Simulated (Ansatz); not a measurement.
# Twisted h-SiC/h-AlN monolayer on bilayer, 46.83° (114 atoms): a short ab initio trajectory, part 2 of 2

Aim: follow twisted h-SiC/h-AlN monolayer on bilayer, 46.83° (114 atoms) for a short time with forces from DFT, then look at structure and electrons in the last frame.

Ansatz 0.2.0; Kohn-Sham DFT, PBE+D4, PAW (set soft_2), plane waves.

The cell: 38 Si, 38 C, 19 Al and 19 N. Only the Γ point is sampled, in a cell whose shortest periodic width is 12 Å.

So far. Step 2 (Dynamics started at 300 K): Over the second half of 83 fs the temperature averages 180 K, rising from about 162 to 195 K (means over the first and last quarter of that half). The conserved energy stays within 0.09 meV/atom. From first frame to last N has the largest mean square displacement, 0.044 Å² at the end; the farthest move is 0.47 Å.

### Step 4. Single point at the last frame (continued)

Löwdin charges by element (they lack the spilled electrons, 0.045 e an atom on average):

| element | coordination | atoms | mean charge (e) | spread | least | most |
| --- | --- | --- | --- | --- | --- | --- |
| Al | all | 19 | 1.15 | 0.0131 | 1.12 | 1.17 |
| C | all | 38 | -0.988 | 0.0096 | -1.01 | -0.966 |
| N | all | 19 | -1.08 | 0.0093 | -1.10 | -1.06 |
| Si | all | 38 | 1.09 | 0.0205 | 1.05 | 1.13 |

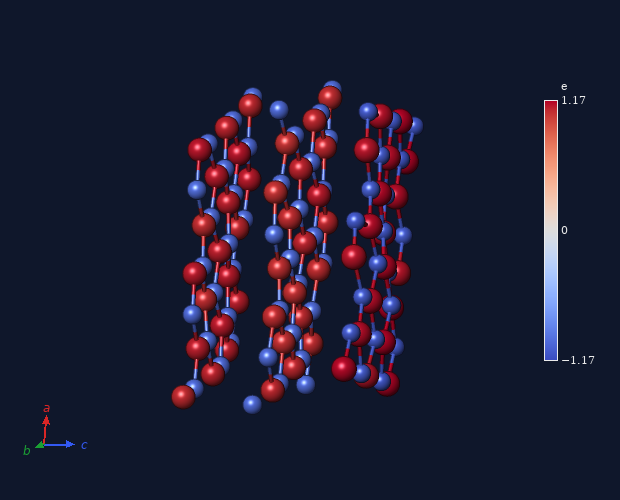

Atoms coloured by Löwdin charge. Bonds to atoms that aren't drawn are left out. Some periodic images of atoms are drawn too.

By region:

| region | atoms | mean length of the force (eV/Å) |
| --- | --- | --- |
| layer 1 | 38 | 0.879 |
| layer 2 | 38 | 0.992 |
| layer 3 | 38 | 0.865 |

States in the cell by windows of 1 eV, zero at the Fermi level; the larger projections on atomic orbitals stand beside the total:

| from (eV) | to (eV) | total | layer 1 | C p | layer 2 | layer 3 | Si p | N p |
| --- | --- | --- | --- | --- | --- | --- | --- | --- |
| -10 | -9 | 0.0 | 0.0 | 0.0 | 0.0 | 0.0 | 0.0 | 0.0 |
| -9 | -8 | 41.9 | 23.4 | 20.9 | 18.2 | 0.1 | 5.6 | 0.0 |
| -8 | -7 | 6.1 | 0.5 | 3.0 | 5.5 | 0.0 | 0.9 | 0.0 |
| -7 | -6 | 16.0 | 10.9 | 7.0 | 1.6 | 3.4 | 4.7 | 2.3 |
| -6 | -5 | 64.7 | 18.3 | 24.3 | 24.6 | 21.3 | 12.6 | 14.3 |
| -5 | -4 | 43.3 | 14.9 | 16.3 | 10.6 | 17.4 | 8.2 | 12.8 |
| -4 | -3 | 63.9 | 21.9 | 31.8 | 25.8 | 15.4 | 15.1 | 11.1 |
| -3 | -2 | 70.2 | 15.9 | 22.2 | 14.4 | 38.9 | 7.9 | 32.8 |
| -2 | -1 | 35.9 | 6.4 | 16.2 | 12.2 | 16.2 | 2.4 | 15.0 |
| -1 | 1 | 0.0 | 0.0 | 0.0 | 0.0 | 0.0 | 0.0 | 0.0 |
| 1 | 2 | 34.4 | 18.1 | 5.8 | 11.2 | 2.2 | 21.8 | 0.4 |
| 2 | 3 | 42.3 | 15.6 | 5.5 | 13.3 | 5.4 | 13.1 | 0.9 |
| 3 | 4 | 32.0 | 7.1 | 4.0 | 9.7 | 7.4 | 5.7 | 1.5 |
| 4 | 5 | 81.1 | 19.5 | 10.7 | 14.9 | 27.3 | 11.9 | 3.4 |

The curve was stored every 0.100 eV, coarse against its broadening of 0.08 eV, so these counts are rough.

Between -16 and -10 eV lie 114 more states.

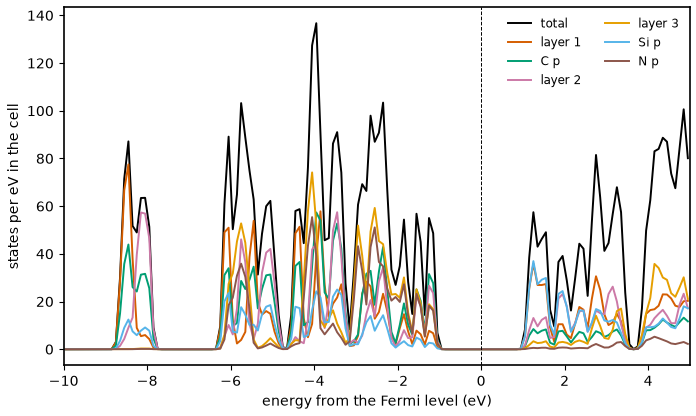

Total and projected density of states, with the broadening of the input.

The levels nearest the highest filled one (over half full), pooled over k-points and spins:

| level less the highest filled one (eV) | occupation |
| --- | --- |
| -0.110 | 2 |
| -0.0785 | 2 |
| -0.0712 | 2 |
| -0.056 | 2 |
| -0.0266 | 2 |
| 0 | 2 |
| 2.28 | 0 |
| 2.32 | 0 |
| 2.36 | 0 |
| 2.39 | 0 |
| 2.43 | 0 |
| 2.44 | 0 |

Planar average of the electrostatic potential energy along the normal, with the Fermi level as zero, after a running mean with a triangular window 4 Å wide at its base:

| height (Å) | potential energy (eV) |
| --- | --- |
| 0.0 | 3.84 |
| 0.7 | 3.82 |
| 1.5 | 3.79 |
| 2.2 | 3.75 |
| 3.0 | 3.60 |
| 3.7 | 2.60 |
| 4.5 | -0.95 |
| 5.2 | -5.73 |
| 5.9 | -8.41 |
| 6.7 | -6.13 |
| 7.4 | -3.65 |
| 8.2 | -4.64 |
| 8.9 | -7.66 |
| 9.5 | -7.64 |
| 10.3 | -4.22 |
| 11.0 | -1.81 |
| 11.7 | -2.70 |
| 12.5 | -4.43 |
| 13.2 | -3.15 |
| 14.0 | 0.10 |
| 14.7 | 2.80 |
| 15.5 | 3.78 |
| 16.2 | 3.91 |
| 16.9 | 3.90 |
| 17.7 | 3.88 |
| 18.4 | 3.85 |

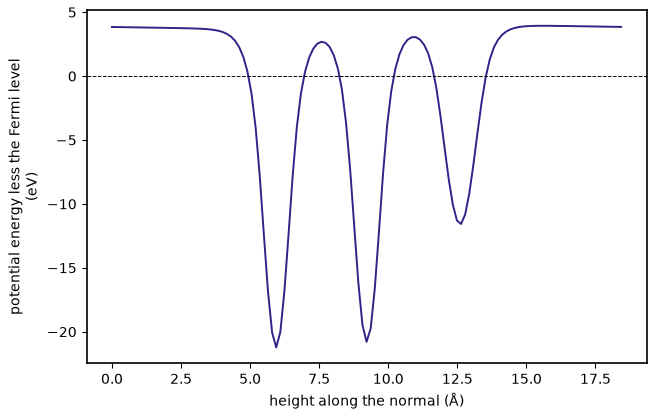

Planar average of the electrostatic potential energy; the dashed line is the Fermi level.

Mean Löwdin charges: Al +1.15, C -0.99, N -1.08, Si +1.09 e (they miss 1.1 % of the electrons, so they add up to more than the cell's charge). The potential slopes across the vacuum by 0.035 eV/Å: the slab bears a dipole, and with periodic images along the normal there is no flat vacuum level to read.

### Step 5. Outcome

```
mean temperature, second half                                : 179.9 K
temperature swing, second half                               : 19.63 K
slope of the conserved energy against time, by least squares : 0.0496 meV/atom/ps
free energy per atom                                         : -449.4715 eV/atom
r.m.s. force component                                       : 0.5825 eV/Å
gap (highest filled to lowest empty level)             : 2.279 eV
wall time of the 2 DFT runs                                  : 20 min
```

In words: Over the second half of 83 fs the temperature averages 180 K, rising from about 162 to 195 K (means over the first and last quarter of that half). The conserved energy stays within 0.09 meV/atom. The mean temperature of 180 K lies well off the 300 K of the input: without a thermostat, part of the starting kinetic energy flows into potential energy (about half from a start near a minimum). The run spans 0.08 ps, too short for its means to be equilibrium values. Counting bonds as in the table, all Al atoms have 3, all C atoms have 3, all N atoms have 3 and all Si atoms have 3 bonded neighbours. Filled and empty levels are parted by 2.28 eV at Γ alone; the mesh holds the band edges only if they fold onto it, so the gap at this level can be narrower or closed, while semilocal functionals tend to narrow gaps against experiment.

Caveats: The program warns that the dispersion model switches its C6 values near this geometry, which can put artefacts into forces and pressure. The slab bears a dipole and has periodic images along its normal, so a spurious field crosses the vacuum.

[Logs are printed without paths, hosts, clocks, repeated set-up lines and the standing remarks that a program may print on its own settings, such as how far it seeks lower states.]

[Hosts, paths, dates, database ids (printed as entryN), source tags and the programs' standing remarks are cut or masked in the printed files.]
